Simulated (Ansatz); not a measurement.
Cell and atoms:

```
CELL_PARAMETERS angstrom
0.02379 4.65776 0.04503
-4.54913 2.30657 0.06365
-0.04803 0.04929 5.42231
ATOMIC_POSITIONS crystal
Si 0.00000 0.00000 0.00000
Si 0.99084 0.98507 0.46393
Si 0.48689 0.95426 0.49300
Si 0.50753 0.98644 0.94526
Si 0.19676 0.50943 0.73216
Si 0.74097 0.49124 0.21358
Si 0.76801 0.43822 0.70924
Si 0.26925 0.42349 0.22162
```

Question: Characterise the structure given above.

Answer: The element is silicon. Its symmetry is the lowest possible, P1. It is a distorted form of a primitive hexagonal structure, space group P6/mmm (No. 191) within 0.60 Å: simple hexagonal. The cell holds eight atoms.

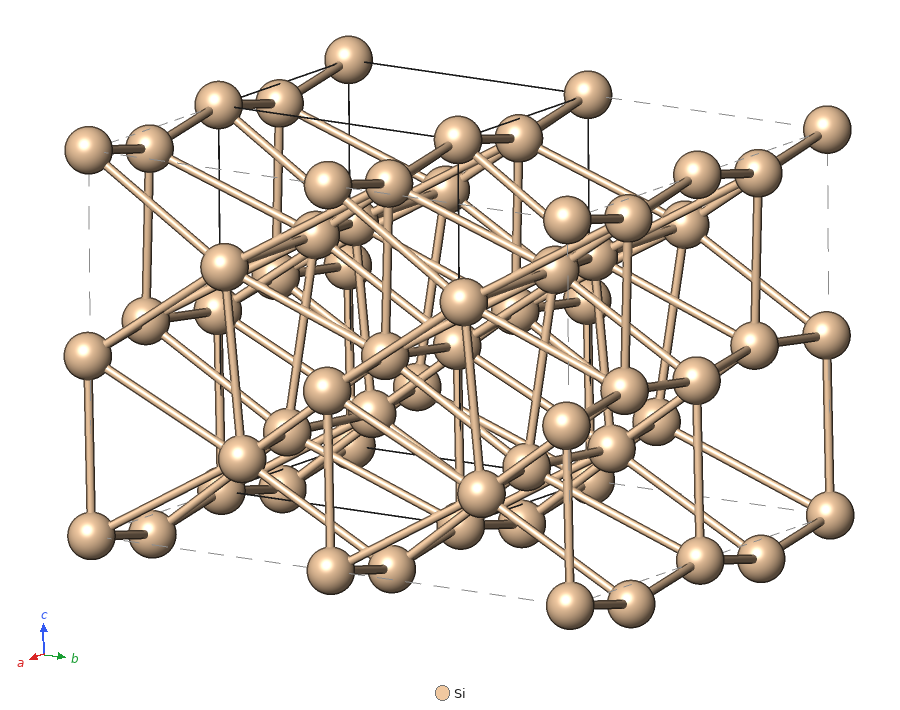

An orthographic ball-and-stick view of the structure, slightly off an axis. Shown are 2×2×1 repeats of the unit cell, one of them outlined in solid lines.

The cell started as a structure listed in the Materials Project. The cell was then strained or its atoms displaced on purpose. It was run through Ansatz as a DFT input.

At this level of theory the run's own cell isn't at rest (compressed, at 9 GPa and forces up to 2.6 eV/Å), so its distances can differ from those at equilibrium, the more so the softer the solid.
